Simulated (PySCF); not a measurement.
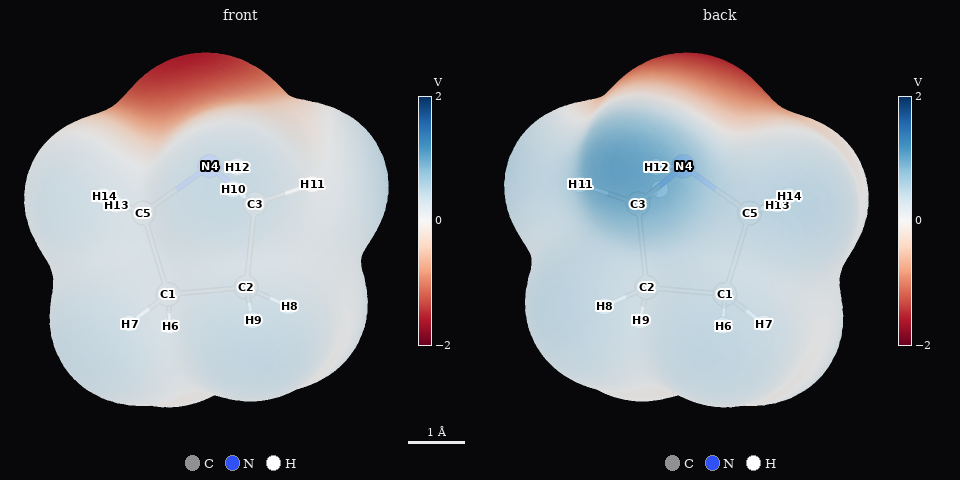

The picture shows: C₄H₉N. The molecular electrostatic potential painted on the density surface at 0.001 e/bohr³, seen from the front and from behind; red is negative and blue positive.

Geometry: PBE0-D3(BJ)/def2-TZVP.

Computed with PBE0/pcSseg-2, SCF density, gas phase, non-relativistic in PySCF.

```yaml
atoms:
  - { symbol: C, position_ang: [-0.0051, -1.0619, -0.5138] }
  - { symbol: C, position_ang: [1.1612, -0.1289, -0.1367] }
  - { symbol: C, position_ang: [0.4965, 0.9635, 0.7112] }
  - { symbol: N, position_ang: [-0.8792, 1.0662, 0.2433] }
  - { symbol: C, position_ang: [-1.2653, -0.3153, -0.0229] }
  - { symbol: H, position_ang: [-0.0388, -1.2316, -1.5919] }
  - { symbol: H, position_ang: [0.0857, -2.0416, -0.0403] }
  - { symbol: H, position_ang: [1.6035, 0.3139, -1.0329] }
  - { symbol: H, position_ang: [1.9616, -0.6460, 0.3961] }
  - { symbol: H, position_ang: [0.4783, 0.6643, 1.7654] }
  - { symbol: H, position_ang: [1.0005, 1.9300, 0.6550] }
  - { symbol: H, position_ang: [-0.8889, 1.5855, -0.6277] }
  - { symbol: H, position_ang: [-2.0939, -0.3520, -0.7319] }
  - { symbol: H, position_ang: [-1.6207, -0.7579, 0.9133] }
```

### Describe the electrostatic potential map.

The most negative region (about −1.5 V, or −35 kcal/mol for a unit charge) lies over N4, the most positive (about +1.0 V, or +23 kcal/mol for a unit charge) over H12. N4 is the likeliest acceptor of a hydrogen bond.

### How polar is the molecule by this calculation?

Its dipole moment is 1.31 D.
